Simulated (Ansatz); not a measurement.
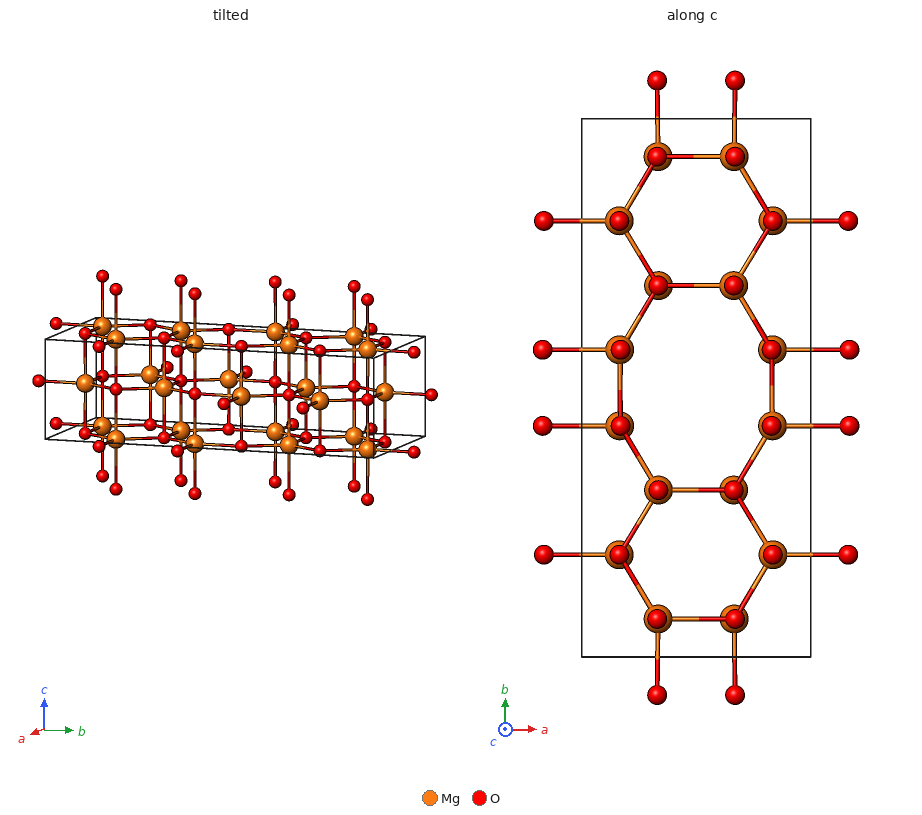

An orthographic ball-and-stick view of the structure, slightly off an axis and along the c axis. The parallelepiped is the conventional unit cell. A few atoms beyond the faces are included.

MgO, space group Ibam (No. 72), a = 6.123 Å, b = 14.403 Å, c = 4.159 Å, α = 90.00°, β = 90.00°, γ = 90.00°. The model was built from a structure listed in the Materials Project. Earlier steps of the study, as a rule a relaxation of our own, may have changed the cell and positions, so they can lie some per cent off the listed ones. It was the input of a calculation with Ansatz.

This one geometry was computed with Ansatz (DFT, plane waves, PAW) at four levels of theory: HSE06, PBE, r2SCAN and PBE0. It was relaxed beforehand with r2SCAN.

Which level gives the highest pressure at this volume, and what does that say about its equilibrium volume?

Answer. Highest: PBE (4.2 GPa), which points to the largest equilibrium volume. Lowest, with the smallest volume: HSE06 (-0.1 GPa), r2SCAN (0.0 GPa) and PBE0 (-0.1 GPa). Levels within 0.5 GPa of each other can't be told apart.

How does the band gap change with the level of theory?

Answer. PBE: a gap of 3.21 eV, direct; r2SCAN: a gap of 3.75 eV, direct; HSE06: a gap of 4.75 eV, direct; PBE0: a gap of 5.46 eV, direct.

Collect the results in a table.

Answer.
| level | cutoff (eV) | k-mesh of the run's cell | gap (eV) | pressure (GPa) |
| --- | --- | --- | --- | --- |
| HSE06 | 420 | 4×4×4 | 4.75 | -0.1 |
| PBE | 420 | 8×8×8 | 3.21 | 4.2 |
| r2SCAN | 500 | 8×8×8 | 3.75 | 0.0 |
| PBE0 | 420 | 4×4×4 | 5.46 | -0.1 |

Gaps are taken on the k-mesh or band path of each run.
